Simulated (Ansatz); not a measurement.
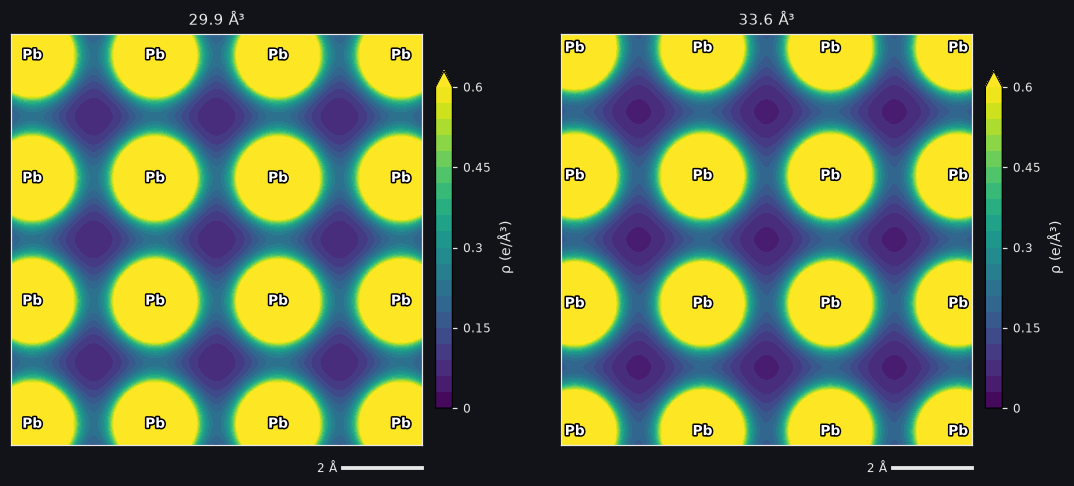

Pb. The valence electron density of cells scaled evenly to different volumes (given per atom above each panel), on the (010) plane of each (indices in the axes of the cell below), at one length scale and on one colour scale.

A generated structure, not necessarily the stable one.

These are results of DFT, LDA (PW92), plane waves (420 eV) with PAW, scalar-relativistic in Ansatz, not measurements.

The density is the valence pseudo-density of a PAW calculation; it isn't the true density close to the nuclei.

The largest cell:

```
Pb
1.0
     3.22696    0.00000    0.00000
     0.00000    3.22696    0.00000
     0.00000    0.00000    3.22696
Pb
1
Direct
  0.00000 0.00000 0.00000
```

| volume (Å³/atom) | Pb–Pb contact in the plane (Å) | ρ at its midpoint (e/Å³) | pressure (GPa) | 
| --- | --- | --- | --- |
| 29.87 | 3.103 | 0.228 | 2.4 | 
| 32.36 | 3.187 | ? | ? | 
| 33.60 | 3.227 | 0.187 | −2.9 | 

Q: What values belong in the row with question marks?

A: Over the known rows ln ρ falls by 1.60 per Å of Pb–Pb distance (the line through the two), which gives 0.199 e/Å³ at 3.187 Å; the calculation gives 0.200 e/Å³. For the pressure, a straight line in volume between the neighbouring rows gives −1.1 GPa; the calculation gives −1.5, lower because pressure rises ever faster on compression.
